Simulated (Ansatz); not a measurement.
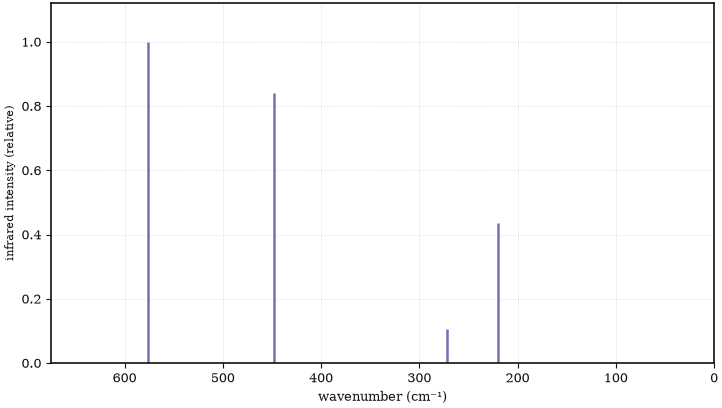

The plot gives the computed infrared spectrum of the zone-centre phonons for SnO₂, space group P4_2/mnm (No. 136). The spectrum is scaled to its strongest line. These are zero-field (TO) frequencies; inactive modes don't show.

Structure:
```xyz
6
Lattice="4.7691 0.0000 0.0000 0.0000 4.7691 0.0000 0.0000 0.0000 3.2120" Properties=species:S:1:pos:R:3 pbc="T T T"
Sn    2.3846    2.3846    1.6060
Sn    0.0000    0.0000    0.0000
O     0.9239    3.8452    1.6060
O     3.8452    0.9239    1.6060
O     1.4607    1.4607    0.0000
O     3.3085    3.3085    0.0000
```

Computed with Ansatz 0.2.0: perturbation theory at the zone centre of a relaxed insulator, optical modes (intensities summed over a level), dielectric tensors and Born charges, a negative frequency is imaginary, spin-unpolarised plane waves. Level: PBEsol.

periodic directions 3; potentials PAW; wave cutoff 420 eV; k mesh 4×4×6.

**Which are the strongest infrared lines?**

The strongest infrared line is at 575.7 cm⁻¹, followed by 447.8 (84 % of it), 219.8 (44 % of it) and 271.5 (11 % of it).

Limits of the calculation: field response not settled on the k mesh.
